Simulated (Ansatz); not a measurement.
Pd

Input file:

```
crystal:
  lattice:
    - [-1.5366035656, 1.5366035656, 1.5366035656]
    - [1.5366035656, -1.5366035656, 1.5366035656]
    - [1.5366035656, 1.5366035656, -1.5366035656]
  atoms:
    - { symbol: Pd, position: [0.0, 0.0, 0.0] }
basis:
  ecutwfc: 420
kpoints:
  mp_grid: { grid: [18, 18, 18] }
hamiltonian:
  xc: pbe
scf:
  occupations: { method: gaussian, width: 0.1 }
output:
  forces: true
  stress: true
  eigenvalues: true
  write_density: true
  write_potential: true
  elf: true
  volumetric_format: npy
```

Run with:

```sh
ansatz run input.yaml --threads 1 --pin off --max-ram 2560MiB --backend cpu --events-out ev --progress --plain --runs-dir out
```

Below, planes, directions and counts refer to the conventional cell (a = 3.07 Å, b = 3.07 Å, c = 3.07 Å, α = 90.00°, β = 90.00°, γ = 90.00°).

Space group Im-3m; a structure from a database of computed crystals, not necessarily the ambient phase; changed on purpose from its base cell (volume × 0.94); computed pressure about 12 GPa in this cell.

Level of theory: Ansatz 0.2.0, DFT PBE, scalar-relativistic, plane waves, PAW.

What will maps of the valence pseudo-density and electron localisation function show?

Pd–Pd (2.66 Å): ρ is about 0.34 e/Å³ halfway; the ELF is about 0.20 at the midpoint (no localised pair shows between them).

Metal or insulator at this level of theory?

It is metallic or semimetallic at this level of theory: no gap opens.

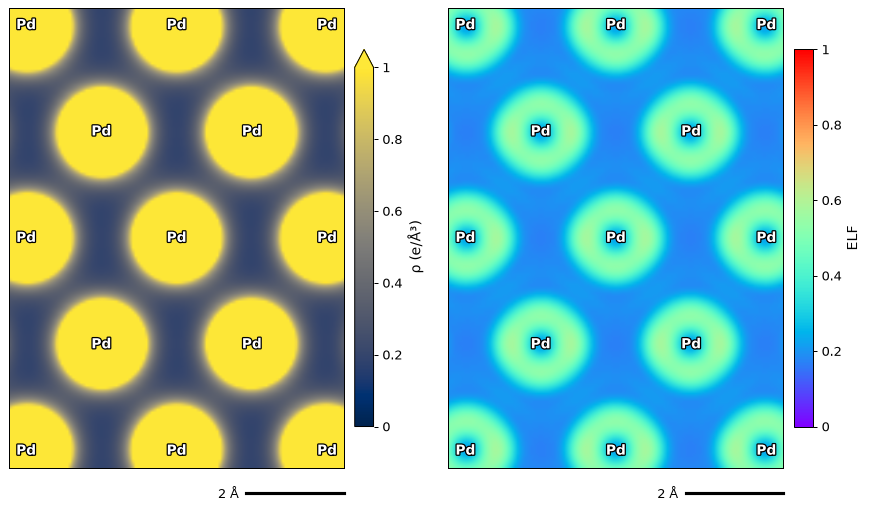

Computed valence pseudo-density and electron localisation function on the (101̄) plane of the conventional cell, in this order. 

Core electrons are frozen (PAW), and the valence fields are smoothed inside the atomic spheres.
